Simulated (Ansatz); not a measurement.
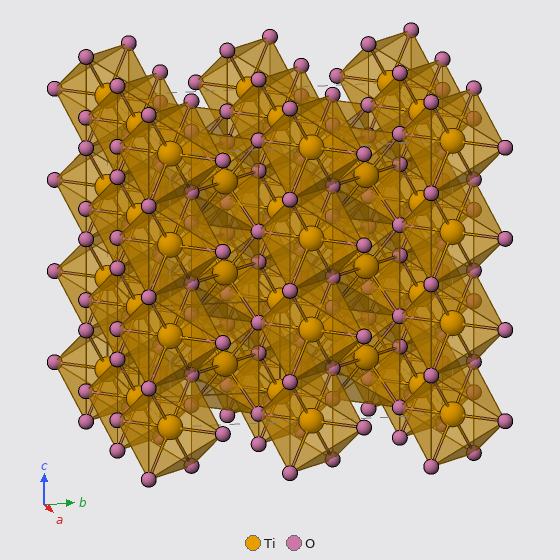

Polyhedra are drawn about Ti (bonds: O–Ti below 2.2 Å); other atoms are plain spheres.

System TiO₂ (space group P4_2/mnm, No. 136); source of the atomic positions: the input geometry of an electronic-structure calculation (not necessarily at equilibrium).

**What figure surrounds each Ti atom, and what does it share with the other drawn polyhedra?**

Ti: TiO6 octahedron, sharing corners with eight neighbours and edges with two neighbours.

**How do these polyhedra hang together as a whole?**

They form a three-dimensional framework of corner- and edge-sharing octahedra.

**How far apart are the centres of linked polyhedra?**

Centre to centre across a shared corner: 3.57 Å; across a shared edge: 2.96 Å.
